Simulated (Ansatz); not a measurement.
**Single-point calculation, with input and output: TaN**

The run: single-point calculation of TaN (2 atoms in the cell). Method and program: DFT, PBE, all-electron LAPW, scalar-relativistic, no spin polarisation (Ansatz 0.2.0).

The structure derives from an entry of the Crystallography Open Database. It belongs to a series of runs on one base structure; here: atom 2 (N) moved by [0.11547, 0.11547, 0.11547] A. Figures and captions count atoms from 1; the log counts them from 0 in places.

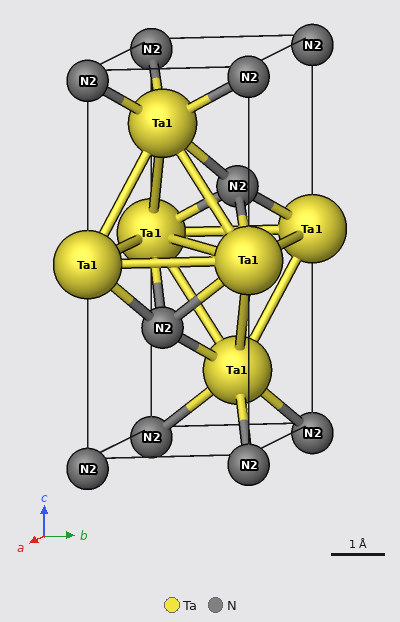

The structure (ball-and-stick view of the cell 3 times as large as that of the calculation, set on its symmetry axes, seen slightly off an axis; atoms are numbered from 1 in the order of the input). An atom can appear more than once, as a periodic image. Near neighbours in the periodic cell (some may lie outside the picture): Ta has 6 N at 2.07 to 2.30 Å and 12 Ta at 3.08 Å; N has 6 Ta at 2.07 to 2.30 Å.

**Summary**

```csv
quantity,value
outcome,converged
space group (tolerance 0.01 Å),R3m (160)
electrons in bands (core shells apart),52
free energy,−426060.6599 eV
Fermi energy,27.570 eV
pressure,21.63 GPa
largest force (length of the vector),1.920 eV/Å
hardware,"1 thread of Arm Neoverse V1, 24 GiB of memory available, shared host"
wall time,56 s
peak memory,0.42 GiB
```

**Remarks**

Spin–orbit coupling is left out, which matters for Ta. The cell is under a pressure of 22 GPa at this level, so it is not at its equilibrium volume.

**The input**
```yaml
crystal:
  lattice:
    - [0.0, 2.179, 2.179]
    - [2.179, 0.0, 2.179]
    - [2.179, 2.179, 0.0]
  atoms:
    - { symbol: Ta, position: [0.5, 0.5, 0.5] }
    - { symbol: "N", position: [0.0264960991, 0.0264960991, 0.0264960991] }
kpoints:
  mp_grid: { grid: [9, 9, 9] }
scf:
  occupations: { method: fermi_dirac, width: 0.02 }
hamiltonian:
  xc: pbe
  pseudopotentials: { kind: all_electron, lapw: { basis_error: 0.0005 } }
output:
  forces: true
  stress: true
  eigenvalues: true
```

Launched with:
```bash
ansatz run input.yaml --threads 1 --pin off --max-ram 2048MiB --backend cpu --events-out ev --progress --plain --runs-dir out
```

**The program's output**
```
LAPW: plane waves up to 10.807 Å⁻¹, error target 5.0e-4 eV per atom; small_component_spin mean_spin; N in spheres of 0.869 Å, 7 of its electrons in bands, Dirac shells []; Ta in spheres of 1.201 Å, 45 of its electrons in bands, Dirac shells [] (how accurate: hamiltonian.pseudopotentials.lapw.basis_error, Limitations)
Engine: ansatz 0.2.0, aarch64-unknown-linux-gnu
Pseudopotentials: kind: all_electron
Pseudopotential: Ta, LAPW, valence charge 45, lapw/all_electron/scalar/gaussian/Ta, Koelling and Harmon's equation, gaussian nucleus
Pseudopotential: N, LAPW, valence charge 7, lapw/all_electron/scalar/gaussian/N, Koelling and Harmon's equation, gaussian nucleus
Functional definition: PBE
  parameter kappa = 0.804
  parameter beta = 0.06672455060314922
  exchange = pbe_x(kappa = kappa, mu = beta*pi^2/3)
  correlation = pbe_c(beta = beta)
Crystal: 2 atoms, lattice volume = 20.692 Å³
Basis set: ecut = 444.9836489835142 eV, 459 PW (Γ), exchange–correlation at level 2
Bands: 32, of which v1, the nominal top of the filled ones, is band 26 counted from 1 (25 counted from 0)
Symmetry: 6 space group operations
Space group: R3m (ITA 160), of the structure as read, at distance tolerance 2.7e-5 Å
k-points: 85 of 729 (time reversal used)
Non-local potential: Ta, projectors of the file, none
Non-local potential: N, projectors of the file, none
Initial density: superposition of atomic densities (chi_scale 0.1, normalization cell, long waves kept (reshape's long-wave potential 0.00 eV rms))
Initial wavefunctions: plane waves of lowest kinetic energy (no species holds an atomic orbital)
Functional: x = pbe(κ = 0.804, μ = 0.2195149727645171), c = pbe(β = 0.06672455060314922)
iter 1 solved again at ethr=9.12e-3 eV; its pass at ethr=1.00e-1 eV (dr2=4.74e0 eV) is discarded
SCF iter   1: F=—  HF=-426062.500710 eV  |F-HF|=—  |Δ(HF+E_count)|=         —  Δρ=1.38e-1  dr2=4.74e0  ethr=9.12e-3  ⟨swp⟩=2.0  Hψ=16823  notcnv=0
preconditioner: auto → Kerker (q_TF=auto, 3.181 Å⁻¹)  [metal: Δε(μ)=0.023 eV  Ē_g=24.416 eV  σ=0.020 eV  W_gap=0.27  n_scr=14 (ndim 8)  ℏωp=44.7 eV  f_vac=0.000  D(μ)=1.05/eV (n_scr^D=14)]
iter 2 solved again at ethr=5.32e-4 eV; its pass at ethr=9.12e-3 eV (dr2=2.77e-1 eV) is discarded
SCF iter   2: F=—  HF=-426060.720073 eV  |F-HF|=—  |Δ(HF+E_count)|=    1.78e0  Δρ=3.36e-2  dr2=2.76e-1  ethr=5.32e-4  ⟨swp⟩=2.0  Hψ=13829  notcnv=0
preconditioner: auto → none  [insulator: Δε(μ)=0.060 eV  Ē_g=25.253 eV  σ=0.020 eV  W_gap=0.62  n_scr=14 (ndim 8)  ℏωp=44.7 eV  f_vac=0.000  D(μ)=1.10/eV (n_scr^D=14)  ε∞_Penn≈4.1]
SCF iter   3: F=—  HF=-426060.670708 eV  |F-HF|=—  |Δ(HF+E_count)|=         —  Δρ=1.24e-2  dr2=1.43e-2  ethr=5.32e-4  ⟨swp⟩=2.0  Hψ=8532  notcnv=0
the basis was enlarged: its passes take 676.6 KiB over the memory plan, 1 of 1 planned eigensolver slots
SCF iter   4: F=—  HF=-426060.669811 eV  |F-HF|=—  |Δ(HF+E_count)|=   8.97e-4  Δρ=2.64e-3  dr2=9.00e-4  ethr=2.75e-5  ⟨swp⟩=2.0  Hψ=8589  notcnv=0
SCF iter   5: F=—  HF=-426060.659886 eV  |F-HF|=—  |Δ(HF+E_count)|=   9.93e-3  Δρ=1.24e-3  dr2=2.90e-4  ethr=1.73e-6  ⟨swp⟩=2.3  Hψ=8138  notcnv=0
SCF iter   6: F=—  HF=-426060.659900 eV  |F-HF|=—  |Δ(HF+E_count)|=   1.47e-5  Δρ=2.65e-4  dr2=7.81e-6  ethr=5.58e-7  ⟨swp⟩=2.0  Hψ=8089  notcnv=0
SCF iter   7: F=—  HF=-426060.659905 eV  |F-HF|=—  |Δ(HF+E_count)|=   4.79e-6  Δρ=2.64e-5  dr2=5.53e-8  ethr=1.50e-8  ⟨swp⟩=2.2  Hψ=8108  notcnv=0
SCF iter   8: F=-426060.659905 eV  HF=-426060.659905 eV  |F-HF|=2.50e-9  |Δ(HF+E_count)|=   1.01e-7  Δρ=5.69e-6  dr2=3.32e-9  ethr=1.06e-10  ⟨swp⟩=3.0  Hψ=8396  notcnv=0
SCF 1 converged in 8 iterations: F = -426060.659905 eV  dr2 = 3.32e-9
```

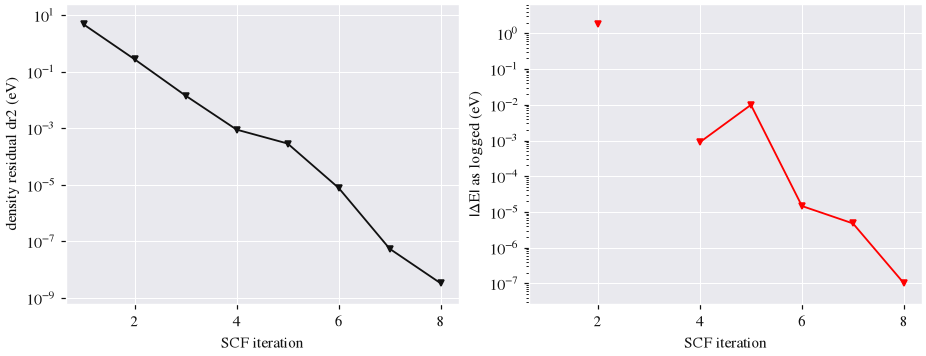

Convergence of the self-consistent field: density residual dr2 and size of the energy change against the SCF iteration. The residual falls at every step.

```
SCF converged after 8 iterations
Free energy (F): -426060.659905 eV
Harris-Foulkes:  -426060.659905 eV  (|F-HF|=2.50e-9)
Internal energy: -426060.658020 eV  (E = F + TS)
E sigma→0 (E₀):  -426060.658963 eV
Entropy (-TS):   -0.001885 eV (-0.942 meV/atom)
Fermi energy:    27.570276 eV
--- Per-component energies (eV) ---
  E_band       = -5677.869325
  E_kinetic    = 475429.856111
  E_xc         = -8814.093769
  E_electrostatic = -892676.420363  (all electrons and nuclei)
  E_smearing   = -0.001885  (= −TS)
  E_closure    = 0.000000  (closes the sum)
  E_atoms      = -426041.112071  (free atoms, spherical and without spin; not in F)
  Σ components = -426060.659905   (vs F -426060.659905, Δ=0.00e0)
  Basis errors (estimates in eV, not in F): energy 1.9e-4 per atom: plane waves 1.7e-4 (9.8e-5 summed), levels above the bands 4.5e-260, relativity 1.4e-8, radial functions 2.2e-5, core shells 1.9e-11; eigenvalues (radial functions only) 4.1e-6; not estimated: angular momenta, meshes, grids; target (lapw.basis_error) 5.0e-4; muffin-tin radii N 0.869 Å, Ta 1.201 Å
--- Forces (eV/Å), atoms counted from 1 ---
  atom   1  Ta     1.10831702     1.10831702     1.10831702
  atom   2  N     -1.10832225    -1.10832225    -1.10832225
  max |Σ_I F_I| component: 5.23e-6 eV/Å
--- Stress (GPa, compression-positive) ---
       21.632777      -2.106923      -2.106923
       -2.106923      21.632777      -2.106923
       -2.106923      -2.106923      21.632777
  P = ⅓ Tr σ = 21.6328 GPa (216.328 kbar)
--- Band table (eV; the first three rows and the last of 85) ---
  k-point 0: bands = ["-508.3362", "-368.8566", "-368.8556", "-368.8556", "-350.7385", "-190.4224", "-190.4224", "-190.4022", "-190.4022", "-190.4020", "-41.6084", "-7.8724", "-7.8681", "-7.8681", "6.6256", "6.6467", "6.6467", "6.6801", "6.7228", "6.7228", "6.7261", "8.7223", "22.9392", "23.1422", "23.1422", "25.8744", "25.8744", "26.8178", "28.5240", "28.5240", "29.3919", "36.8279"]
  k-point 1: bands = ["-508.3362", "-368.8566", "-368.8556", "-368.8556", "-350.7385", "-190.4224", "-190.4224", "-190.4022", "-190.4022", "-190.4020", "-41.6008", "-7.9928", "-7.8809", "-7.8794", "6.6263", "6.6477", "6.6515", "6.6838", "6.7176", "6.7201", "6.7238", "9.0332", "21.7566", "22.5870", "23.1104", "25.8135", "26.0427", "26.6545", "29.5767", "29.7134", "30.3207", "37.7464"]
  k-point 2: bands = ["-508.3362", "-368.8566", "-368.8556", "-368.8556", "-350.7385", "-190.4224", "-190.4224", "-190.4022", "-190.4022", "-190.4020", "-41.5815", "-8.2903", "-7.9085", "-7.9079", "6.6191", "6.6591", "6.6638", "6.6937", "6.7050", "6.7078", "6.7241", "9.8565", "20.0729", "21.5018", "21.9671", "26.2650", "26.8892", "27.3300", "31.6730", "31.7732", "31.9656", "39.7687"]
  k-point 84: bands = ["-508.3362", "-368.8566", "-368.8556", "-368.8556", "-350.7385", "-190.4224", "-190.4224", "-190.4022", "-190.4022", "-190.4020", "-41.5408", "-8.7702", "-8.0414", "-7.9756", "6.5961", "6.6723", "6.6749", "6.6946", "6.6970", "6.7155", "6.7230", "11.5923", "17.6250", "20.0133", "20.0842", "28.8080", "29.6983", "29.9368", "32.9782", "35.2308", "35.6246", "38.7534"]
```

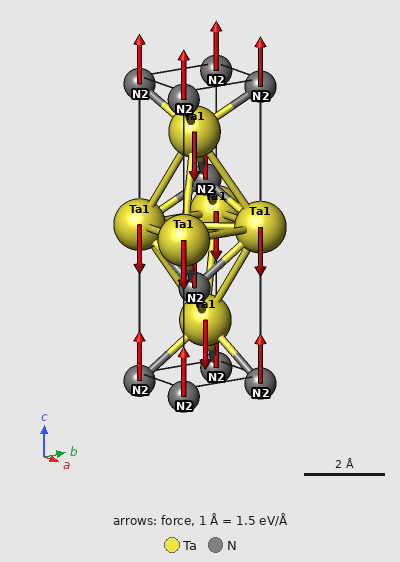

Forces on the atoms as red arrows (ball-and-stick view of the cell 3 times as large as that of the calculation, set on its symmetry axes, seen slightly off an axis; atoms are numbered from 1 in the order of the input). The largest act on N2 (1.92 eV/Å); Ta1 (1.92 eV/Å). The geometry is not a stationary point of this energy.
